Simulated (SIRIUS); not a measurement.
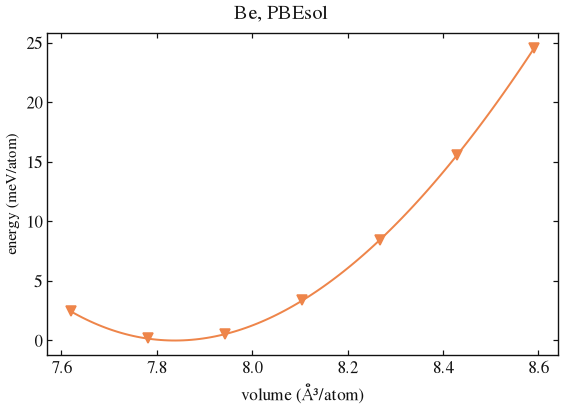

The picture above shows the energy against volume for Be, space group P6_3/mmc (No. 194).

Starting cell:
```yaml
crystal:
  lattice:
    - [2.28530, 0.00000, 0.00000]
    - [-1.14265, 1.97913, 0.00000]
    - [0.00000, 0.00000, 3.58420]
  atoms:
    - { symbol: Be, position: [0.66667, 0.33333, 0.75000] }
    - { symbol: Be, position: [0.33333, 0.66667, 0.25000] }
```

Calculation (SIRIUS 7.12.0): all-electron LAPW DFT, no spin polarisation; energies at scaled volumes of the given cell, shape and fractions fixed, counted from the fit's minimum, third-order Birch-Murnaghan fit. Level: PBEsol.

```
         setting                                                              value
          k mesh                                                            13×13×8
     occupations                                                        Fermi–Dirac
  smearing width                                                            0.05 eV
      potentials                                               all electron FP LAPW
program settings  basis apw+lo standard, gk cutoff 3.42 1/bohr, pw cutoff 20 1/bohr
```

Q: What equilibrium volume and bulk modulus follow from the curve?

A: A third-order Birch–Murnaghan fit gives V0 = 7.84 Å³/atom, B0 = 124 GPa and B′ = 3.3.

Note: shape and atomic fractions are frozen while scaling, which makes layered, chain and framework solids too stiff.
